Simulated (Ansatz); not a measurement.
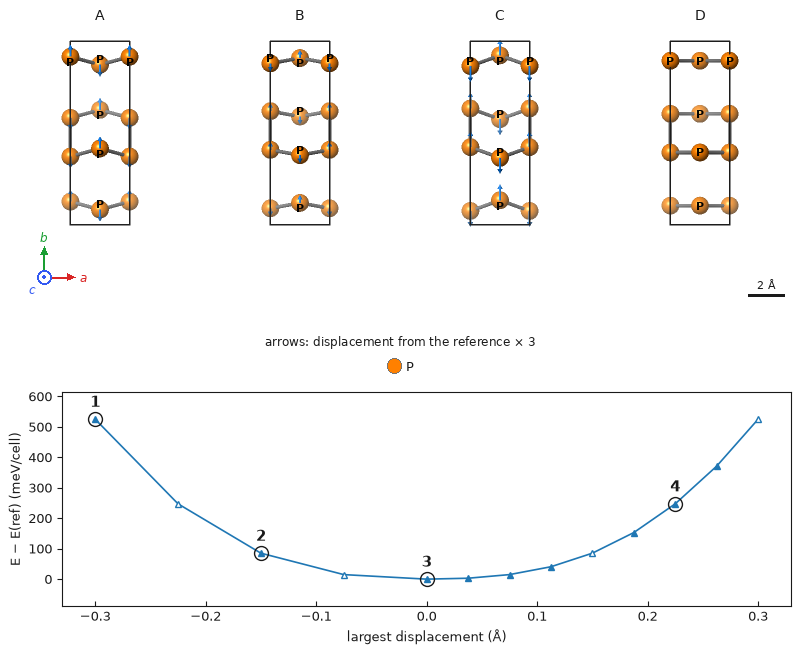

Energy scan for a crystal of P (Cmce), in which a normal mode at the zone centre is frozen in with the cell fixed, the amplitude being the largest displacement of an atom. The frames are shuffled; the numbered points of the plot belong to them. Hollow markers are points alike by symmetry, not computed again. The picture is a ball-and-stick view of the conventional cell (2 times the calculation's cell), repeated 1 × 1 × 1 with one cell outlined, seen along the c axis. Blue arrows: displacements from the reference. Lengths and directions refer to the drawn axes.

These are results of DFT PBEsol, scalar-relativistic, plane waves, PAW (Ansatz), not measurements. Set-up: plane-wave cutoff 420 eV; k-point mesh 16 × 16 × 12; occupations gaussian; smearing width 0.15 eV; no spin polarisation. Energies (free energies at the smearing named) are counted from the relaxed crystal.

Q: Which frame belongs to which numbered point?

A: Point 1 is frame C (the amplitude −0.30 Å, 525 meV/cell); 2 is frame B (the amplitude −0.15 Å, 85 meV/cell); 3 is frame D (the amplitude 0.00 Å, 0 meV/cell); 4 is frame A (the amplitude 0.225 Å, 247 meV/cell). The harmonic wavenumber of the mode is 92 cm⁻¹, a stable vibration. The lowest computed point lies at the amplitude 0.00 Å (0 meV/cell). The well is symmetric. At the highest point the shortest interatomic distance is 2.25 Å, against 2.23 Å in the reference. The distortion takes the space group from Cmce to Cmc2_1.
